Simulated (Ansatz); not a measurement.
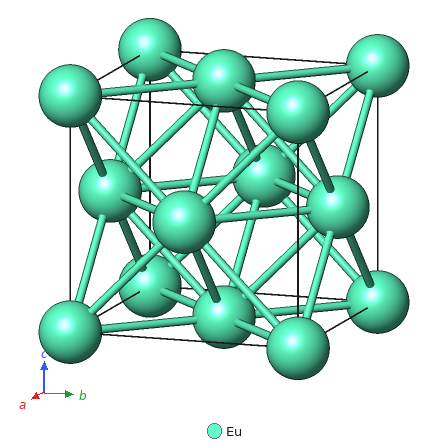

System: Eu, space group Fm-3m (No. 225). The picture shows the conventional cell.

The given structure:
```
Eu
1.0
     0.00000    2.78930    2.78930
     2.78930    0.00000    2.78930
     2.78930    2.78930    0.00000
Eu
1
Direct
  0.00000 0.00000 0.00000
```

Computed with Ansatz 0.2.0: plane-wave DFT, collinear spins; energies at scaled volumes of the given cell, shape and fractions fixed, counted from the fit's minimum, third-order Birch-Murnaghan fit. Level: PBE, collinear spin.

```
       setting        value
        k mesh        8×8×8
   occupations  Fermi–Dirac
smearing width      0.05 eV
    potentials   Ansatz PAW
   wave cutoff       420 eV
density cutoff      1680 eV
```

What does the calculation give for the energy and pressure against volume? The volume takes the values 40.80, 41.67, 42.53, 43.40, 44.27, 45.14, 46.01 Å³/atom.

A third-order Birch–Murnaghan fit gives V0 = 41.64 Å³/atom, B0 = 15.4 GPa and B′ = 3.8. The energy is 0.84 meV/atom at volume 40.80 Å³/atom and 18.83 meV/atom at 46.01 Å³/atom; the lowest computed point is at volume 41.67 Å³/atom (0.00 meV/atom), and no other minimum shows. The pressure falls from 0.32 GPa at volume 40.80 Å³/atom to −1.28 GPa at 46.01 Å³/atom, and changes sign near 41.64 Å³/atom.

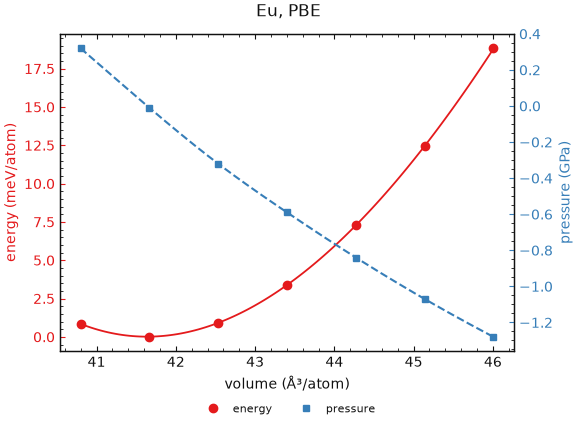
